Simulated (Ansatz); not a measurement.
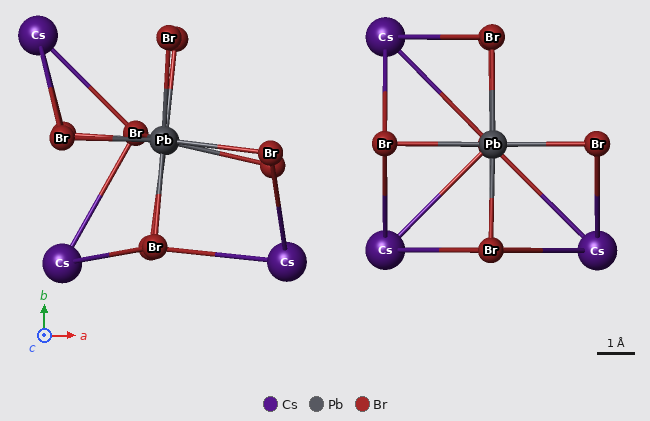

Two geometries of a defect cell of composition Cs₇Pb₈Br₂₃, drawn at one scale. One is the start of a relaxation, the other its converged end. A ball-and-stick model of the atoms within 5.8 Å of the atom that moves most (axes of the cell of the calculation), seen along the c axis.

These are results of DFT, PBEsol, PAW, plane waves (Ansatz), not measurements. Settings: plane-wave cutoff 420 eV; k-point mesh 1 × 1 × 1; mesh shifted by (0.25, 0.25, 0.25); no spin polarisation; atoms relaxed in a fixed cell; force threshold 0.03 eV/Å; at most 80 steps.

**Which one is relaxed?**

The left one is the relaxed one. A Br atom moves most: 0.89 Å along [−3 1 0]. Largest moves by element: Br 0.89 Å, Cs 0.63 Å, Pb 0.25 Å. The cell stays as it was. Some distances before and after: Br–Cs 4.176 → 5.509 Å, Br–Cs 4.145 → 5.266 Å, Br–Cs 4.126 → 5.027 Å, Br–Cs 4.165 → 5.032 Å. Bonds break: Br–Cs (4.18 → 5.51 Å). Among the angles between lasting bonds that change: Pb–Br–Pb 177.8° → 146.8°, Br–Pb–Br 178.2° → 156.4°, Br–Pb–Br 92.1° → 113.1°. After 16 geometry steps the energy has fallen by 0.992 eV per cell of the calculation. Largest force component: 0.63 eV/Å at the start, 0.03 eV/Å at the end.
